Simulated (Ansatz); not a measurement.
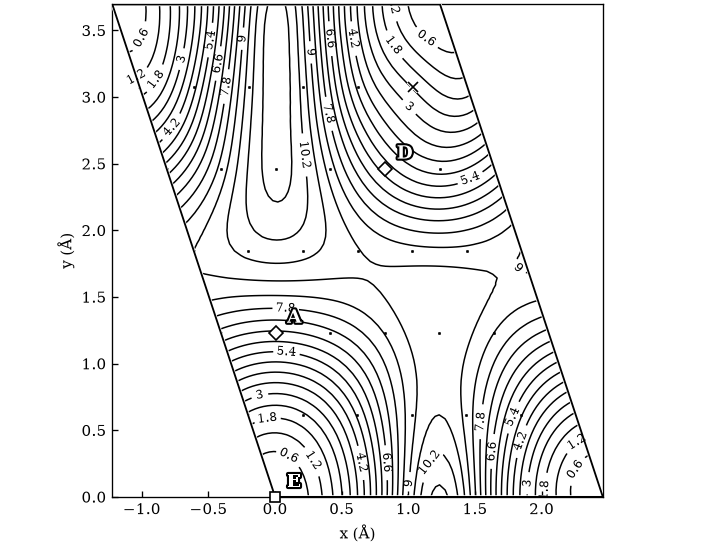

C (C2/m, No. 12; 10 atoms in the cell). The crystal above one (1 -1 0) plane is slid rigidly over the crystal below it (one fault a cell, nothing relaxed). Places are given modulo a cell vector. The map is drawn in real space over the plane of the slide. Grid: 6 × 6 points. At 1 point there is no value. All energies are given in J/m² relative to the lowest grid point. The calculation used DFT PBEsol, scalar-relativistic, plane waves, PAW in Ansatz. Settings: cutoff 420 eV, k-mesh 11×7×3 in the order of the run's cell vectors, gaussian smearing 0.05 eV, no spin polarisation.

In the figure: contour lines labelled in J/m², crosses at grid points without a value, dots at the grid points, the outline of one cell of the plane, lettered points. Between grid points the surface is interpolated.

What kind of point is each of A, D, E: minimum, saddle, maximum or slope?

A: on a slope; D: on a slope; E: minimum. (In these two coordinates alone; a stationary point may lie a little off the grid point.)

Rank the lettered points by energy, lowest first.

E (0.0 J/m²), D (5.7 J/m²), A (6.5 J/m²).
